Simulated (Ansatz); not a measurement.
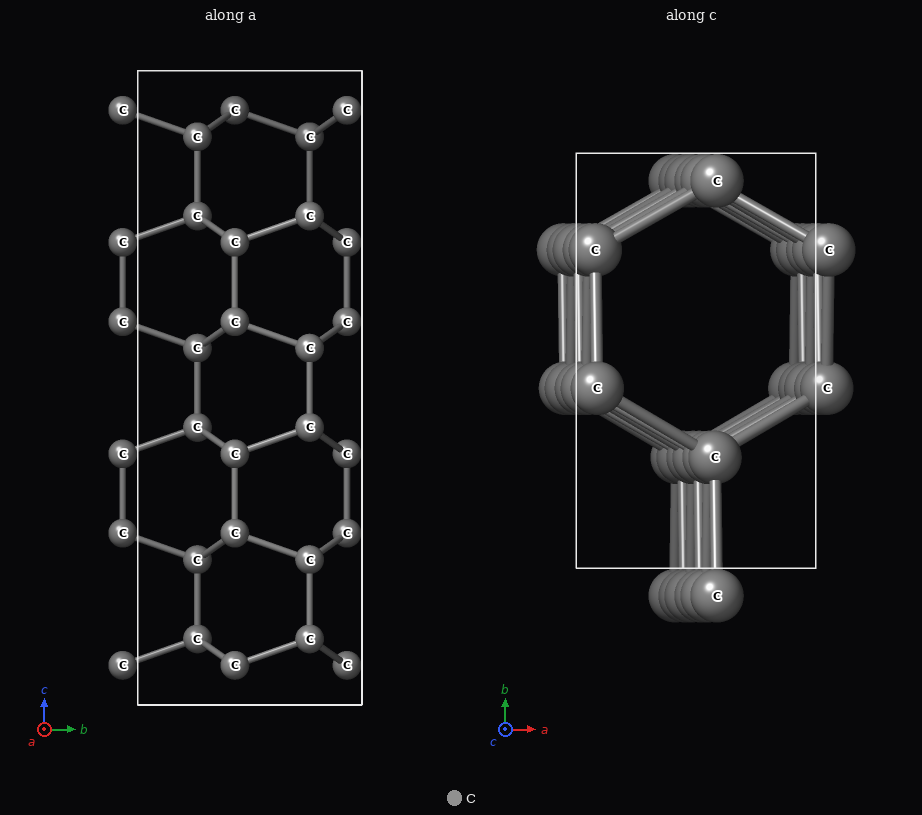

Structure drawing (ball-and-stick), viewed along the a axis and along the c axis. The wireframe shows the conventional unit cell.

C, space group C2 (No. 5), a = 2.52 Å, b = 4.37 Å, c = 12.37 Å, α = 90.00°, β = 92.34°, γ = 90.00°.

Theory: Ansatz, DFT LDA, scalar-relativistic, plane waves, PAW. Numerical settings: plane waves up to 420 eV, k-points about 0.29 Å⁻¹ apart, Gaussian smearing of 0.05 eV, no spin polarisation.

Question: What is the electronic character?

Answer: An insulator at this level, with a gap of 3.12 eV on the k-mesh (the true edges may lie between mesh points, so the gap can be somewhat smaller).

Question: Would the cell expand or shrink if it could?

Answer: The computed pressure is -11.7 GPa (stretched: it would shrink). The stress isn't hydrostatic: its largest component is 23.0 GPa.

The model was built from an entry, possibly a prediction, of the Crystallography Open Database. The cell was then strained or its atoms displaced on purpose. It went into a calculation with Ansatz.

At this level of theory the cell isn't at rest (stretched, at -12 GPa and forces up to 3.3 eV/Å), so its distances can differ from those at equilibrium, the more so the softer the solid.
